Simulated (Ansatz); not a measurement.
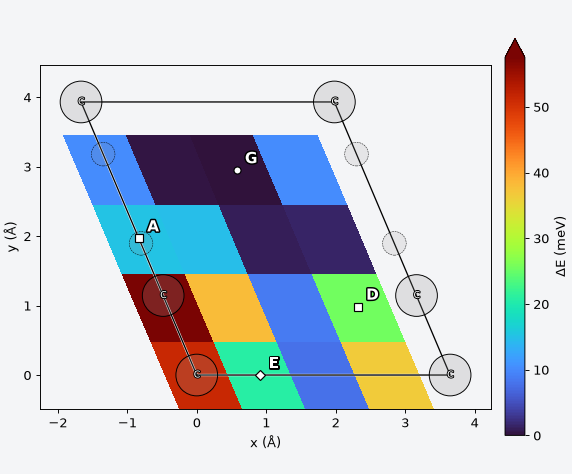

CO on a C(110) slab cut from the R-3m phase, its upper half relaxed before the scan (40 atoms of substrate and one adsorbate in a 2 × 2 cell). CO (O end down) is moved over the surface cell at a fixed height above a rigid substrate; the origin of the map has the adsorbate above C33; the height is held at 3.00 Å. Places are given modulo a cell vector. The map is drawn in real space over the plane of the surface. The grid has 4 × 4 points. Places are given in fractions of the 1 × 1 surface cell. Energies: meV, counted from the lowest grid point. At a fixed height the lowest place need not be the adsorption site. Computed with DFT PBE+D3(BJ), scalar-relativistic, plane waves, PAW (Ansatz 0.2.0). Settings: cutoff 420 eV, k-mesh 4×4×1, gaussian smearing 0.05 eV, no spin polarisation.

The picture shows one coloured cell a grid point, labelled circles for the atoms of the top layer and small ones for the second layer, the outline of one cell of the plane, one colour for all values above the top of the scale, lettered points.

Rank the lettered points by energy, lowest first.

G (0.0 meV), A (15.1 meV), E (20.7 meV), D (25.5 meV).

PAW datasets: the set soft_1.
